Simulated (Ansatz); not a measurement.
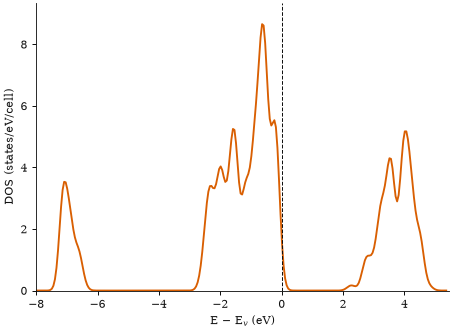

Density of states. Energies are counted from the top of the valence band. The curve is built from the levels of the k mesh with Gaussians 0.3 eV wide, which also blur the band edges.

System: PbI2, space group P-3m1, 3 atoms in the cell, hydrostatic strain +5.4%.

Computed with Ansatz 0.2.0: DFT, PBE, plane waves, PAW, no spin polarisation, 6×6×4 k mesh.

Metal or insulator, going by the density of states?

Answer. There is a gap; over the k points computed it is 2.21 eV (indirect; the smallest direct gap is 2.45 eV).

Where is the tallest peak of the filled states in the window?

Answer. Within the window shown, the tallest peak of the filled states lies 0.6 eV under the valence-band top, at about 8.7 states per eV and cell.

How wide is the upper valence band?

Answer. The upper group of valence states starts about 2.6 eV under the valence-band top, with a gap beneath it; it holds about 12 electrons a cell.

Spin-orbit coupling is left out, which matters for Pb and I.
